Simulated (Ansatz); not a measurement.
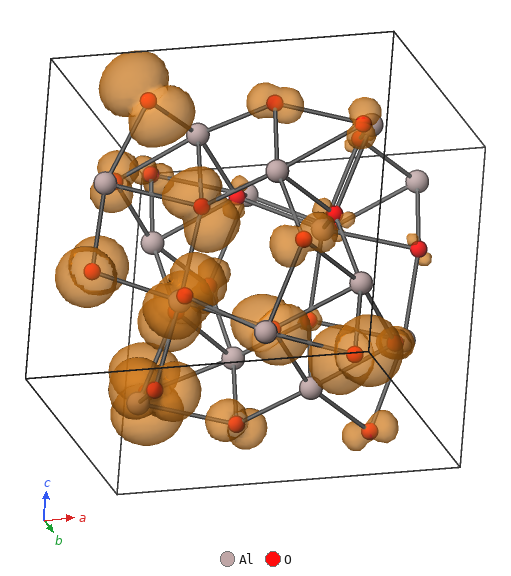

The picture shows: Al$_{5}$O$_{8}$ (cell with a defect). Isosurfaces of the spin density (up minus down) at +0.03 (orange) and −0.03 e/Å³ (purple), seen at an oblique angle. Sticks mark near contacts.

Spin-polarised.

Computed with Ansatz 0.2.0, DFT PBEsol, scalar-relativistic, plane waves, PAW.

The density is the valence pseudo-density of a PAW calculation; it isn't the true density close to the nuclei.

Question: Which atoms carry the moments, and with what signs?

Answer: The spin density sits on O: +0.4 μB (×3) in one cell of 39 atoms, with smaller moments on other sites: O (up to +0.18 μB): parallel moments (a ferromagnetic arrangement) in this solution. The cell of the calculation (39 atoms) carries 3.0 μB of net spin moment. Only one sign reaches the isovalue.
